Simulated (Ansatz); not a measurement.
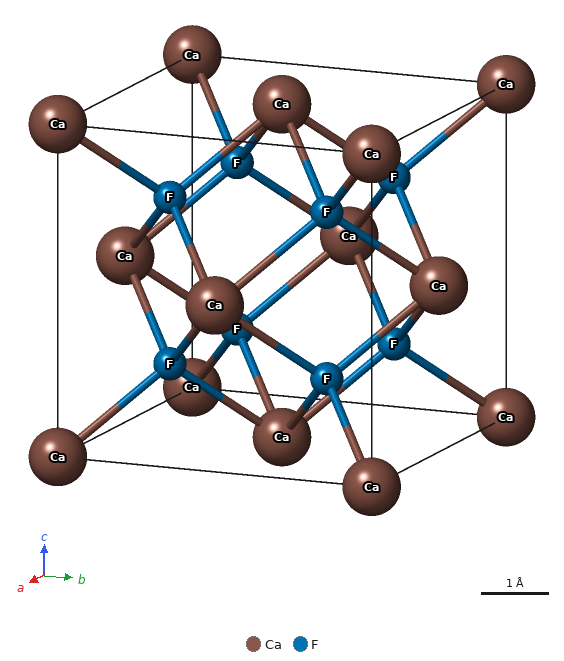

Normal modes of crystalline CaF2 relaxed at 25 GPa, space group Fm-3m (No. 225), at the zone centre. The picture is a ball-and-stick view of the conventional cell (4 times the calculation's cell), seen slightly off an axis. Lengths and directions refer to the drawn axes.

Method: DFT PBE, scalar-relativistic, plane waves, PAW (Ansatz 0.2.0). (plane-wave cutoff 420 eV; k-point mesh 8 × 8 × 8; occupations fixed; target pressure 25 GPa; no spin polarisation)

Frequencies are those without the non-analytic (LO–TO) term.

Question: Which optical modes does it have, at what frequencies, and is it stable there?

Answer: The calculation's cell holds 3 atoms, so there are 6 optical modes, in 2 levels. The optical modes span T₁u + T₂g. No level is unstable.

```tsv
level	symmetry	frequency (cm⁻¹)	activity
1	T₁u	368	infrared-active
2	T₂g	416	Raman-active
```

The displacement patterns (one member of each degenerate set):

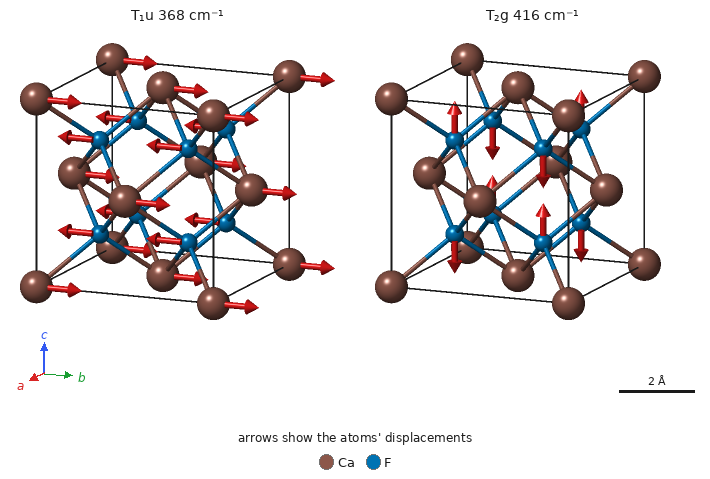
